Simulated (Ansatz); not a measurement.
System: AlCu3.

```cif
data_structure
_symmetry_space_group_name_H-M 'P 1'
_symmetry_Int_Tables_number 1
_cell_length_a 5.0805
_cell_length_b 5.0805
_cell_length_c 4.1298
_cell_angle_alpha 90.000
_cell_angle_beta 90.000
_cell_angle_gamma 120.000
_cell_volume 92.31
loop_
_atom_site_label
_atom_site_type_symbol
_atom_site_fract_x
_atom_site_fract_y
_atom_site_fract_z
_atom_site_occupancy
Al1 Al 0.66667 0.33333 0.25000 1
Al2 Al 0.33333 0.66667 0.75000 1
Cu1 Cu 0.33036 0.16518 0.75000 1
Cu2 Cu 0.83482 0.16518 0.75000 1
Cu3 Cu 0.83482 0.66964 0.75000 1
Cu4 Cu 0.66964 0.83482 0.25000 1
Cu5 Cu 0.16518 0.83482 0.25000 1
Cu6 Cu 0.16518 0.33036 0.25000 1
```

Space group P6₃/mmc; a structure from a database of computed crystals, not necessarily the ambient phase; computed without spin polarisation.

The calculation used DFT LDA, scalar-relativistic, plane waves, PAW in Ansatz 0.2.0.

Predict the valence pseudo-density and electron localisation function between the atoms.

Cu–Cu (2.52 Å): ρ at the midpoint is about 0.32 e/Å³; the ELF is about 0.25 at the midpoint: no shared electron pair shows on this line.
Al–Cu (2.54 Å): ρ is about 0.29 e/Å³ halfway; the ELF is about 0.40 at the midpoint.
Cu–Cu (2.56 Å): ρ is about 0.29 e/Å³ halfway; the ELF is about 0.25 at the midpoint (no shared electron pair shows on this line).

Metal or insulator at this level of theory?

It is metallic or semimetallic at this level of theory: no gap opens.

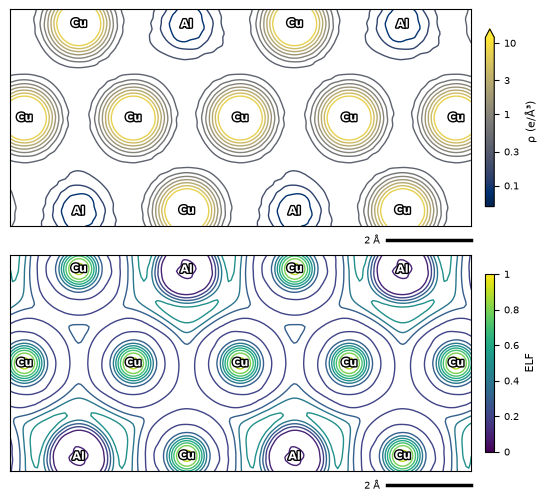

Computed valence pseudo-density and electron localisation function on the (001) plane of the conventional cell, in this order. 

In a PAW calculation such maps are meaningful between the atoms, not at the nuclei.
